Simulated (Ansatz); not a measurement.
## A series of single points on Sn

System: Sn (I4/mmm, 1 atom in the cell).
Method: DFT LDA, scalar-relativistic, plane waves, PAW, no spin polarisation (Ansatz 0.2.0).

The 5 runs differ only in the geometry, by a strain of the cell at fixed fractional positions. Against run 3, the strain is εzz = η. The structure derives from a Materials Project entry.

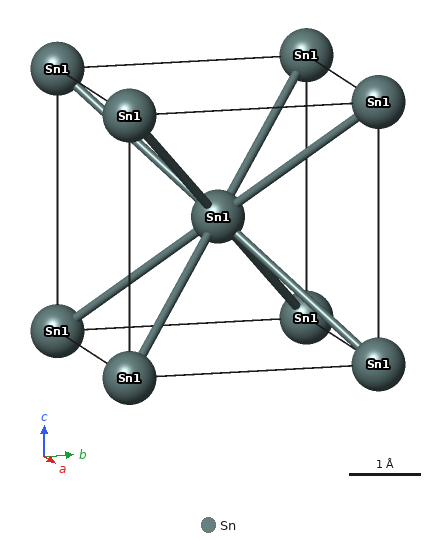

Figure 1. The structure of run 3 (ball-and-stick view of the cell 2 times as large as that of the calculation, set on its symmetry axes, seen slightly off an axis; atoms are numbered from 1 in the order of the input).

### Input of run 3
```yaml
crystal:
  lattice:
    - [-1.8378122646, 1.8378122646, 1.8946518192]
    - [1.8378122646, -1.8378122646, 1.8946518192]
    - [1.8378122646, 1.8378122646, -1.8946518192]
  atoms:
    - { symbol: Sn, position: [0.0, 0.0, 0.0] }
basis:
  ecutwfc: 420
kpoints:
  mp_grid: { grid: [18, 18, 18] }
hamiltonian:
  xc: lda
scf:
  occupations: { method: gaussian, width: 0.15 }
output:
  forces: true
  stress: true
  eigenvalues: true
```

Command:
```bash
ansatz run input.yaml --threads 1 --pin off --max-ram 1228MiB --backend cpu --events-out ev --progress --plain --runs-dir out
```

Lattice vectors (Å) and fractional positions of run 3:
```
  -1.837812    1.837812    1.894652
   1.837812   -1.837812    1.894652
   1.837812    1.837812   -1.894652
Sn  0.000000  0.000000  0.000000
```

Run 4 differs from it as follows:
```diff
-    - [-1.8378122646, 1.8378122646, 1.8946518192]
-    - [1.8378122646, -1.8378122646, 1.8946518192]
-    - [1.8378122646, 1.8378122646, -1.8946518192]
+    - [-1.8378122646, 1.8378122646, 1.9230715965]
+    - [1.8378122646, -1.8378122646, 1.9230715965]
+    - [1.8378122646, 1.8378122646, -1.9230715965]
```

### Results, with one run withheld

```tsv
run	strain parameter η (%)	free energy per atom, from the lowest run given (meV)	pressure (GPa)
1	−3.0000	5.07	1.74
2	−1.5000	1.67	0.74
3	0.0000	0.00	−0.17
4	1.5000	?	?
5	3.0000	2.38	−1.78
```

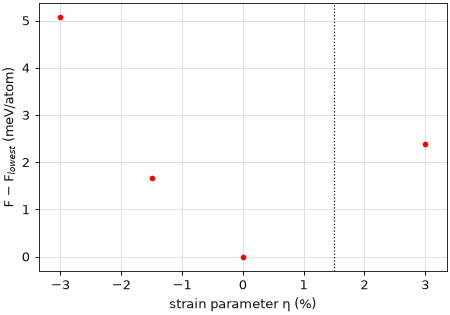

Figure 2. Free energy per atom of the runs given; the dotted line marks run 4.

Fit the runs given and predict run 4.

A quadratic polynomial in the coordinate, fitted to the 4 runs given, misses them by at most 0.04 meV per atom. With x = η + 0.3750, it reads F = 0.25607 − 0.75995 x + 0.41121 x² (meV per atom). At run 4 it gives 0.28 meV per atom, and the run itself gives 0.26. The fit has its minimum at η = 0.5490 %.

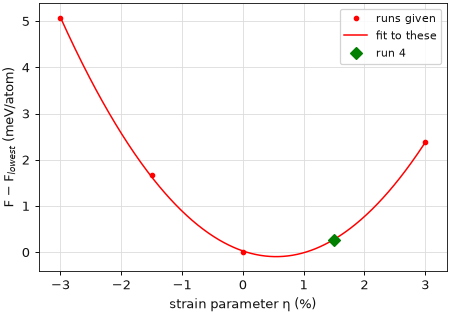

Figure 3. The fit and the withheld run.

### Output, shortened to warnings, some set-up lines, iterations and results (run 4)
```
Basis set: ecut = 420 eV, 523 PW (Γ)
Symmetry: 16 space group operations
k-points: 480 of 5832
Initial density: superposition of atomic densities (neutral atoms: chi_scale 0, normalization atom), corrected by the library's trained network
[...]
SCF iter   1: F=—  HF=-5879.493491 eV  |F-HF|=—  |Δ(HF+E_count)|=         —  Δρ=6.93e-3  dr2=5.58e-3  ethr=1.77e-3  ⟨swp⟩=5.0  Hψ=30981  notcnv=0
SCF iter   2: F=—  HF=-5879.490962 eV  |F-HF|=—  |Δ(HF+E_count)|=   2.53e-3  Δρ=3.65e-3  dr2=1.64e-3  ethr=3.99e-5  ⟨swp⟩=1.4  Hψ=9314  notcnv=0
SCF iter   3: F=—  HF=-5879.490407 eV  |F-HF|=—  |Δ(HF+E_count)|=   5.55e-4  Δρ=5.07e-4  dr2=9.43e-5  ethr=1.17e-5  ⟨swp⟩=2.0  Hψ=7443  notcnv=0
SCF iter   4: F=—  HF=-5879.490394 eV  |F-HF|=—  |Δ(HF+E_count)|=   1.32e-5  Δρ=4.13e-4  dr2=2.35e-5  ethr=6.73e-7  ⟨swp⟩=2.0  Hψ=8539  notcnv=0
SCF iter   5: F=—  HF=-5879.490368 eV  |F-HF|=—  |Δ(HF+E_count)|=   2.62e-5  Δρ=4.87e-5  dr2=5.40e-7  ethr=1.68e-7  ⟨swp⟩=2.0  Hψ=8531  notcnv=0
SCF iter   6: F=—  HF=-5879.490368 eV  |F-HF|=—  |Δ(HF+E_count)|=   6.39e-8  Δρ=2.46e-5  dr2=2.16e-7  ethr=7.14e-10  ⟨swp⟩=5.7  Hψ=24670  notcnv=0
SCF iter   7: F=-5879.490368 eV  HF=-5879.490368 eV  |F-HF|=9.02e-9  |Δ(HF+E_count)|=   9.86e-8  Δρ=5.30e-6  dr2=8.59e-9  ethr=7.14e-10  ⟨swp⟩=4.9  Hψ=18790  notcnv=0
SCF 1 converged in 7 iterations: F = -5879.490368 eV  dr2 = 8.59e-9
SCF converged after 7 iterations
Free energy (F): -5879.490368 eV
Harris-Foulkes:  -5879.490368 eV  (|F-HF|=9.02e-9)
Internal energy: -5879.484328 eV  (E = F + TS)
E sigma→0 (E₀):  -5879.487348 eV
Entropy (-TS):   -0.006039 eV (-6.039 meV/atom)
Fermi energy:    11.203875 eV
--- Per-component energies (eV) ---
  E_band       = -75.734024
  E_kinetic    = 187.790852
  E_local      = -797.092430  (includes V_loc(G=0)·N_el)
  E_nonlocal   = -28.319968
  E_hartree    = 506.905608
  E_xc         = -379.735079
  E_vxc        = -99.385605  (∫ρ·V_xc dr)
  E_paw        = -3993.265389  (= ΣΔE_a)
  E_vpaw       = -352.533972  (= ΣTr[D̂ρ^β])
  E_aug_tail   = -0.000000  (compensation charges beyond the density's cutoff)
  E_ewald      = -1376.192819
  E_core_change = 0.424898  (= ΣΔE_core)
  E_smearing   = -0.006039  (= −TS)
  E_closure    = -0.000000  (closes the sum)
  Σ components = -5879.490368   (vs F -5879.490368, Δ=0.00e0)
--- Forces (eV/Å), atoms counted from 1 ---
  atom   1  Sn    -0.00000000     0.00000000     0.00000000
  max |Σ_I F_I| component: 1.58e-30 eV/Å
--- Stress (GPa, compression-positive) ---
       -1.257341       0.000000       0.000000
        0.000000      -1.257341       0.000000
       -0.000000      -0.000000      -0.491993
  P = ⅓ Tr σ = -1.0022 GPa (-10.022 kbar)
```
